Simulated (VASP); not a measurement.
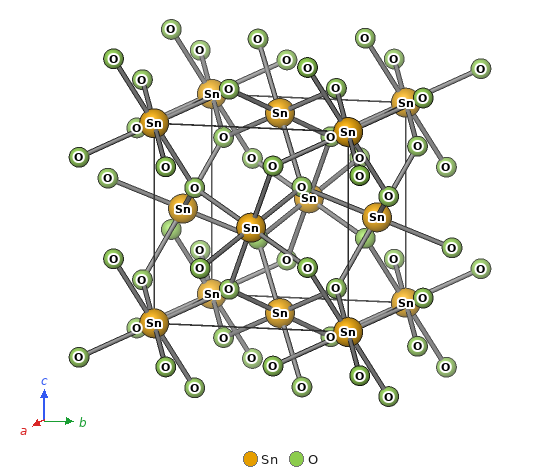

System SnO2 (space group Pa-3, No. 205); source of the atomic positions: a cell listed in the Materials Project, as set up for an electronic-structure calculation.

Bonds are taken as O–Sn below 2.4 Å; no other contact counts. Simplification: prune 0- and 1-connected atoms, fold 2-connected ones into links.

### What kind of net remains, and which atoms are its nodes?

A binodal (3,6)-connected, three-periodic net: O is a 3-connected node; Sn is a 6-connected node, in the ratio 2:1.

### Name the underlying net.

It is the pyr net, known from the metal-sulfur net of pyrite.

### Is the net interpenetrated?

It is a single net, without interpenetration.

### Give the first eight terms of the coordination sequence (nodes one, two, three … edges away).

O: 3, 15, 22, 70, 61, 169, 120, 302; Sn: 6, 12, 44, 42, 122, 92, 240, 162.
